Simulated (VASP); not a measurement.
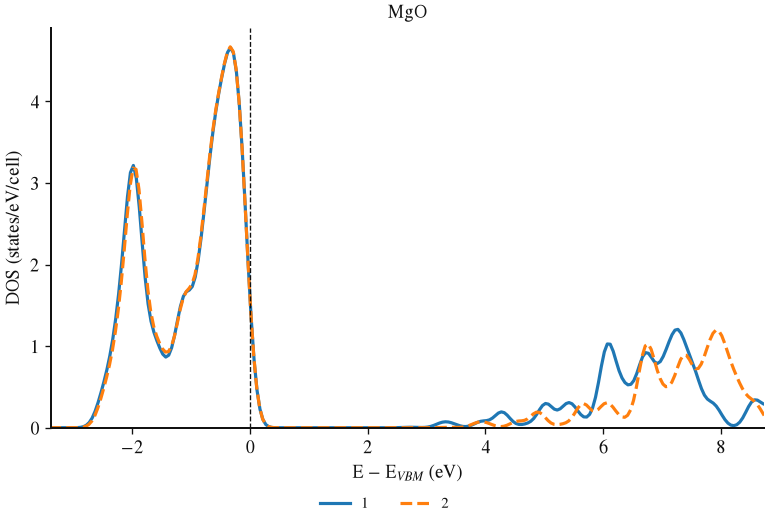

Total densities of states of MgO, space group F-43m, 2 atoms in the cell, zincblende type, hydrostatic strain +6.0%, by two methods on the same cell. The curves are built from the levels of the k mesh with Gaussians 0.3 eV wide, which also blur the band edges. Each is counted from its own valence-band top.

Question: Which curve is which? The methods: PBE (VASP), r2SCAN (VASP).

Answer: 1 is PBE (VASP); 2 is r2SCAN (VASP). PBE (VASP) gives a gap of 2.73 eV and r2SCAN (VASP) gives a gap of 3.36 eV.

Settings. PBE (VASP): DFT, PBE, plane waves, PAW, 10×10×10 k mesh, 520 eV cutoff, Fermi-Dirac smearing of 0.02 eV (VASP 6.6.1). r2SCAN (VASP): DFT, r2SCAN, plane waves, PAW, 10×10×10 k mesh, 520 eV cutoff, Gaussian smearing of 0.01 eV (VASP 6.6.1).
